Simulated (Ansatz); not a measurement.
## Two runs on Ni

System: Ni (2 atoms in the cell).
Method of the first run: DFT, revPBE, plane waves (420 eV) with PAW, scalar-relativistic, spin-polarised (Ansatz 0.2.0).

Text and figures count atoms from 1; the logs count them from 0 in places.

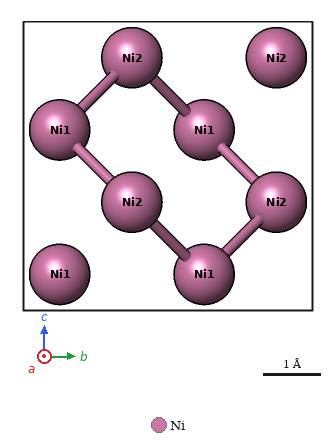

The input geometry (ball-and-stick view of the cell 4 times as large as that of the calculation, set on its symmetry axes, along the a axis; atoms are numbered from 1 in the order of the input). Near neighbours in the crystal (not all of them lie inside the picture): Ni has 4 Ni at 2.20 Å.

### Input file, the first run
```yaml
crystal:
  lattice:
    - [0.0, 2.5381304598, 2.5381304598]
    - [2.5381304598, 0.0, 2.5381304598]
    - [2.5381304598, 2.5381304598, 0.0]
  atoms:
    - { symbol: Ni, position: [0.125, 0.125, 0.125], spin: -0.849 }
    - { symbol: Ni, position: [0.875, 0.875, 0.875], spin: -0.849 }
hamiltonian:
  xc: revpbe
  pseudopotentials:
    kind: paw
    azcp:
      Ni: "pseudopotentials/Ni.paw.azcp"
basis:
  ecutwfc: 420
  fft_grid_basis: typed
kpoints:
  mp_grid: { grid: [12, 12, 12], shift: [0, 0, 0] }
magnetization:
  spin_polarized: true
scf:
  occupations: { method: fermi_dirac, width: 0.05 }
  lower_state_search: "off"
output:
  stress: true
  write_density: true
  write_potential: true
  elf: true
  volumetric_format: npy
```

Hardware: 2 threads of Intel Xeon @ 2.50GHz (Skylake/Cascade Lake), 192 GiB of memory available, shared host.

### Output, shortened to warnings, some set-up lines, iterations and results (the first run)
```
Basis set: ecut = 420 eV, 609 PW (Γ)
Symmetry: 48 space group operations
k-points: 72 of 1728
Initial density: superposition of atomic densities (chi_scale 0.1, normalization cell)
[...]
SCF iter   1: F=—  HF=-11684.828337 eV  |F-HF|=—  |Δ(HF+E_count)|=         —  Δρ=7.07e-2 (↑7.07e-2 ↓6.09e-2)  dr2=4.02e0  dr2_m=1.96e-2  M=-1.341 μB ∫|m|=1.371 μB  β_m=0.30  …
SCF iter   2: F=—  HF=-11684.392844 eV  |F-HF|=—  |Δ(HF+E_count)|=   4.35e-1  Δρ=1.68e-2 (↑1.58e-2 ↓1.68e-2)  dr2=3.21e-1  dr2_m=2.37e-2  M=-1.493 μB ∫|m|=1.562 μB  β_m=1.00  …
SCF iter   3: F=—  HF=-11684.336764 eV  |F-HF|=—  |Δ(HF+E_count)|=   5.61e-2  Δρ=1.41e-2 (↑1.10e-2 ↓1.41e-2)  dr2=2.75e-1  dr2_m=3.05e-3  M=-1.479 μB ∫|m|=1.619 μB  β_m=1.00  …
SCF iter   4: F=—  HF=-11684.227091 eV  |F-HF|=—  |Δ(HF+E_count)|=   1.10e-1  Δρ=1.63e-2 (↑1.63e-2 ↓5.22e-3)  dr2=7.21e-2  dr2_m=1.17e-2  M=-1.554 μB ∫|m|=1.721 μB  β_m=1.00  …
SCF iter   5: F=—  HF=-11684.245383 eV  |F-HF|=—  |Δ(HF+E_count)|=   1.83e-2  Δρ=9.52e-3 (↑9.52e-3 ↓6.56e-3)  dr2=4.59e-2  dr2_m=7.71e-4  M=-1.568 μB ∫|m|=1.748 μB  β_m=1.00  …
SCF iter   6: F=—  HF=-11684.255579 eV  |F-HF|=—  |Δ(HF+E_count)|=   1.02e-2  Δρ=2.48e-3 (↑2.34e-3 ↓2.48e-3)  dr2=2.90e-3  dr2_m=1.32e-5  M=-1.560 μB ∫|m|=1.751 μB  β_m=0.30  …
SCF iter   7: F=—  HF=-11684.263561 eV  |F-HF|=—  |Δ(HF+E_count)|=   7.98e-3  Δρ=1.93e-3 (↑9.61e-4 ↓1.93e-3)  dr2=9.78e-4  dr2_m=1.66e-4  M=-1.567 μB ∫|m|=1.762 μB  β_m=0.65  …
SCF iter   8: F=—  HF=-11684.273793 eV  |F-HF|=—  |Δ(HF+E_count)|=   1.02e-2  Δρ=3.68e-3 (↑2.98e-3 ↓3.68e-3)  dr2=8.69e-3  dr2_m=4.29e-5  M=-1.570 μB ∫|m|=1.780 μB  β_m=0.55  …
SCF iter   9: F=—  HF=-11684.272336 eV  |F-HF|=—  |Δ(HF+E_count)|=   1.46e-3  Δρ=1.31e-3 (↑1.31e-3 ↓9.03e-4)  dr2=8.33e-5  dr2_m=3.41e-4  M=-1.585 μB ∫|m|=1.798 μB  β_m=0.76  …
SCF iter  10: F=—  HF=-11684.272566 eV  |F-HF|=—  |Δ(HF+E_count)|=   2.30e-4  Δρ=1.23e-3 (↑1.23e-3 ↓2.65e-4)  dr2=3.53e-4  dr2_m=8.03e-5  M=-1.590 μB ∫|m|=1.805 μB  β_m=0.88  …
SCF iter  11: F=—  HF=-11684.272541 eV  |F-HF|=—  |Δ(HF+E_count)|=   2.50e-5  Δρ=8.37e-5 (↑4.87e-5 ↓8.37e-5)  dr2=3.37e-6  dr2_m=1.29e-7  M=-1.590 μB ∫|m|=1.807 μB  β_m=0.81  …
SCF iter  12: F=—  HF=-11684.272542 eV  |F-HF|=—  |Δ(HF+E_count)|=   6.28e-7  Δρ=4.93e-5 (↑4.93e-5 ↓2.04e-5)  dr2=1.05e-6  dr2_m=9.08e-8  M=-1.589 μB ∫|m|=1.806 μB  β_m=0.90  …
SCF iter  13: F=-11684.272542 eV  HF=-11684.272542 eV  |F-HF|=1.72e-8  |Δ(HF+E_count)|=   1.48e-7  Δρ=6.97e-6 (↑6.41e-6 ↓6.97e-6)  dr2=8.12e-8  dr2_m=1.96e-10  M=-1.589 μB …
SCF 1 converged in 13 iterations: F = -11684.272542 eV  dr2 = 8.12e-8
SCF converged after 13 iterations
Magnetization: -1.5891 μB (17.2055 up, 18.7945 down)
Absolute magnetization: 1.8075 μB (∫|ρ↑−ρ↓|, with the PAW one-centre terms)
Spin contamination: 0.0237 ħ² per cell (⟨S²⟩ above its minimum at these occupations)
Per-site moments (μB) at R_I (Å): [(-0.8389650048435833, 0.9067102507261747), (-0.8389650048435834, 0.9067102507261747)]
Free energy (F): -11684.272542 eV
Harris-Foulkes:  -11684.272542 eV  (|F-HF|=1.72e-8)
Internal energy: -11684.243565 eV  (E = F + TS)
E sigma→0 (E₀):  -11684.258054 eV
Entropy (-TS):   -0.028977 eV (-14.488 meV/atom)
Fermi energy:    10.786514 eV
--- Per-component energies (eV) ---
  E_band       = -834.940939
  E_kinetic    = 562.786418
  E_local      = -8868.777127  (includes V_loc(G=0)·N_el)
  E_nonlocal   = 1277.803072
  E_hartree    = 3733.664346
  E_xc         = -166.227714
  E_vxc        = -213.778688  (∫ρ·V_xc dr)
  E_paw        = -3272.537586  (= ΣΔE_a)
  E_vpaw       = -1060.281777  (= ΣTr[D̂ρ^β])
  E_aug_tail   = 0.001294  (compensation charges beyond the density's cutoff)
  E_ewald      = -4950.893305
  E_core_change = -0.062964  (= ΣΔE_core)
  E_smearing   = -0.028977  (= −TS)
  E_closure    = 0.000000  (closes the sum)
  Σ components = -11684.272542   (vs F -11684.272542, Δ=0.00e0)
--- Stress (GPa, compression-positive) ---
        3.755873      -0.000000      -0.000000
       -0.000000       3.755873      -0.000000
        0.000000      -0.000000       3.755873
  P = ⅓ Tr σ = 3.7559 GPa (37.559 kbar)
```

For the second run the input was changed thus:
```diff
-    - [0.0, 2.5381304598, 2.5381304598]
-    - [2.5381304598, 0.0, 2.5381304598]
-    - [2.5381304598, 2.5381304598, 0.0]
+    - [0.0, 2.4655723674, 2.4655723674]
+    - [2.4655723674, 0.0, 2.4655723674]
+    - [2.4655723674, 2.4655723674, 0.0]
```

Predict how the results change.

With the same functional and potentials, the second run lies 73.9 meV per atom higher. The pressure goes from 3.76 to 14.46 GPa. The volume per atom goes from 16.35 to 14.99 Å³. The cell is scaled evenly with the atoms at fixed fractional positions, so −ΔP/Δ ln V estimates the bulk modulus midway between the two volumes: about 120 GPa. The number of SCF iterations is the same. The plane waves at Γ go from 609 to 561.

### Output, shortened to warnings, some set-up lines, iterations and results (the second run)
```
Basis set: ecut = 420 eV, 561 PW (Γ)
Symmetry: 48 space group operations
k-points: 72 of 1728
Initial density: superposition of atomic densities (chi_scale 0.1, normalization cell)
[...]
SCF iter   1: F=—  HF=-11684.587497 eV  |F-HF|=—  |Δ(HF+E_count)|=         —  Δρ=6.40e-2 (↑6.40e-2 ↓5.87e-2)  dr2=3.24e0  dr2_m=1.36e-2  M=-1.376 μB ∫|m|=1.401 μB  β_m=0.30  …
SCF iter   2: F=—  HF=-11684.238525 eV  |F-HF|=—  |Δ(HF+E_count)|=   3.49e-1  Δρ=1.83e-2 (↑1.59e-2 ↓1.83e-2)  dr2=3.57e-1  dr2_m=1.84e-2  M=-1.477 μB ∫|m|=1.542 μB  β_m=1.00  …
SCF iter   3: F=—  HF=-11684.186998 eV  |F-HF|=—  |Δ(HF+E_count)|=   5.15e-2  Δρ=1.44e-2 (↑1.10e-2 ↓1.44e-2)  dr2=2.50e-1  dr2_m=3.95e-3  M=-1.471 μB ∫|m|=1.603 μB  β_m=1.00  …
SCF iter   4: F=—  HF=-11684.079098 eV  |F-HF|=—  |Δ(HF+E_count)|=   1.08e-1  Δρ=1.51e-2 (↑1.51e-2 ↓5.30e-3)  dr2=5.66e-2  dr2_m=8.66e-3  M=-1.535 μB ∫|m|=1.689 μB  β_m=1.00  …
SCF iter   5: F=—  HF=-11684.098852 eV  |F-HF|=—  |Δ(HF+E_count)|=   1.98e-2  Δρ=8.74e-3 (↑8.74e-3 ↓5.99e-3)  dr2=3.36e-2  dr2_m=6.25e-4  M=-1.548 μB ∫|m|=1.713 μB  β_m=1.00  …
SCF iter   6: F=—  HF=-11684.111640 eV  |F-HF|=—  |Δ(HF+E_count)|=   1.28e-2  Δρ=1.86e-3 (↑1.35e-3 ↓1.86e-3)  dr2=8.88e-4  dr2_m=5.48e-5  M=-1.546 μB ∫|m|=1.720 μB  β_m=0.30  …
SCF iter   7: F=—  HF=-11684.117633 eV  |F-HF|=—  |Δ(HF+E_count)|=   5.99e-3  Δρ=1.65e-3 (↑9.65e-4 ↓1.65e-3)  dr2=4.28e-4  dr2_m=2.25e-4  M=-1.553 μB ∫|m|=1.729 μB  β_m=0.65  …
SCF iter   8: F=—  HF=-11684.125344 eV  |F-HF|=—  |Δ(HF+E_count)|=   7.71e-3  Δρ=2.86e-3 (↑1.82e-3 ↓2.86e-3)  dr2=3.98e-3  dr2_m=7.55e-5  M=-1.560 μB ∫|m|=1.750 μB  β_m=0.59  …
SCF iter   9: F=—  HF=-11684.124692 eV  |F-HF|=—  |Δ(HF+E_count)|=   6.52e-4  Δρ=1.25e-3 (↑1.25e-3 ↓7.43e-4)  dr2=5.86e-5  dr2_m=2.57e-4  M=-1.571 μB ∫|m|=1.762 μB  β_m=0.74  …
SCF iter  10: F=—  HF=-11684.124779 eV  |F-HF|=—  |Δ(HF+E_count)|=   8.68e-5  Δρ=1.04e-3 (↑1.04e-3 ↓2.03e-4)  dr2=2.06e-4  dr2_m=5.65e-5  M=-1.575 μB ∫|m|=1.768 μB  β_m=0.87  …
SCF iter  11: F=—  HF=-11684.124769 eV  |F-HF|=—  |Δ(HF+E_count)|=   9.52e-6  Δρ=1.36e-4 (↑1.36e-4 ↓9.42e-5)  dr2=8.90e-6  dr2_m=1.27e-7  M=-1.575 μB ∫|m|=1.769 μB  β_m=0.81  …
SCF iter  12: F=—  HF=-11684.124768 eV  |F-HF|=—  |Δ(HF+E_count)|=   1.57e-6  Δρ=3.13e-5 (↑3.13e-5 ↓1.19e-5)  dr2=3.28e-7  dr2_m=4.04e-8  M=-1.575 μB ∫|m|=1.769 μB  β_m=0.90  …
SCF iter  13: F=-11684.124768 eV  HF=-11684.124768 eV  |F-HF|=2.35e-9  |Δ(HF+E_count)|=   7.62e-8  Δρ=5.59e-6 (↑5.59e-6 ↓4.40e-6)  dr2=3.59e-8  dr2_m=3.35e-10  M=-1.575 μB …
SCF 1 converged in 13 iterations: F = -11684.124768 eV  dr2 = 3.59e-8
SCF converged after 13 iterations
Magnetization: -1.5746 μB (17.2127 up, 18.7873 down)
Absolute magnetization: 1.7702 μB (∫|ρ↑−ρ↓|, with the PAW one-centre terms)
Spin contamination: 0.0200 ħ² per cell (⟨S²⟩ above its minimum at these occupations)
Per-site moments (μB) at R_I (Å): [(-0.8252762801092088, 0.8807899258279027), (-0.8252762801092092, 0.8807899258279027)]
Free energy (F): -11684.124768 eV
Harris-Foulkes:  -11684.124768 eV  (|F-HF|=2.35e-9)
Internal energy: -11684.099159 eV  (E = F + TS)
E sigma→0 (E₀):  -11684.111964 eV
Entropy (-TS):   -0.025608 eV (-12.804 meV/atom)
Fermi energy:    12.202291 eV
--- Per-component energies (eV) ---
  E_band       = -790.442446
  E_kinetic    = 565.257214
  E_local      = -8622.646338  (includes V_loc(G=0)·N_el)
  E_nonlocal   = 1277.085944
  E_hartree    = 3632.002949
  E_xc         = -167.471307
  E_vxc        = -215.507283  (∫ρ·V_xc dr)
  E_paw        = -3271.675171  (= ΣΔE_a)
  E_vpaw       = -1058.622550  (= ΣTr[D̂ρ^β])
  E_aug_tail   = 0.001174  (compensation charges beyond the density's cutoff)
  E_ewald      = -5096.590660
  E_core_change = -0.062964  (= ΣΔE_core)
  E_smearing   = -0.025608  (= −TS)
  E_closure    = -0.000000  (closes the sum)
  Σ components = -11684.124768   (vs F -11684.124768, Δ=0.00e0)
--- Stress (GPa, compression-positive) ---
       14.463281       0.000000       0.000000
        0.000000      14.463281       0.000000
       -0.000000      -0.000000      14.463281
  P = ⅓ Tr σ = 14.4633 GPa (144.633 kbar)
```

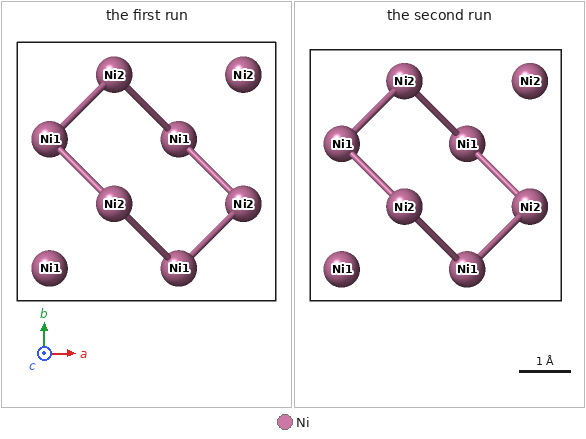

The two input geometries at one scale (ball-and-stick view of the cell 4 times as large as that of the calculation, set on its symmetry axes, along the c axis). The atoms keep their places relative to the cell (all moves are under 0.005 Å). Cell: a = b = c 5.076 → 4.931 Å (−2.9 %). Volume −8.3 %. Among the contacts that change: Ni1–Ni2 2.198 → 2.135 Å.

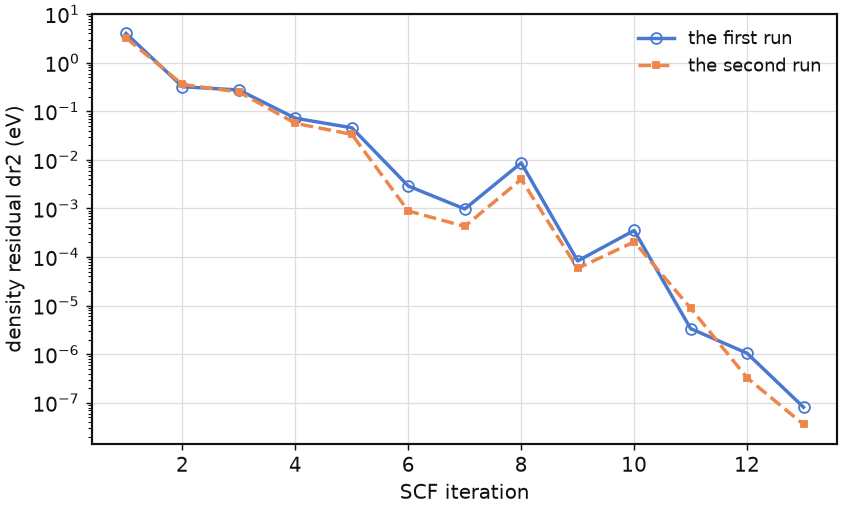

Convergence of the two runs: density residual dr2 against the SCF iteration. The first run takes 13 iterations in all, and the second run takes 13.

### The two runs side by side

| quantity | the first run | the second run |
| --- | --- | --- |
| outcome | converged | converged |
| free energy per atom (eV) | −5842.1363 | −5842.0624 |
| energy per atom, smearing taken to zero (eV) | −5842.1290 | −5842.0560 |
| net moment of the cell (μB) | −1.59 | −1.57 |
| absolute moment of the cell (μB) | 1.81 | 1.77 |
| pressure (GPa) | 3.76 | 14.46 |
| volume per atom (Å³) | 16.35 | 14.99 |
| SCF iterations | 13 | 13 |
| irreducible k-points | 72 | 72 |
| plane waves at Γ | 609 | 561 |
| wall time (shared host) | 5.7 s | 6.7 s |

For the second run: The cell is under a pressure of 14.5 GPa at this level, so it is not at its equilibrium volume.
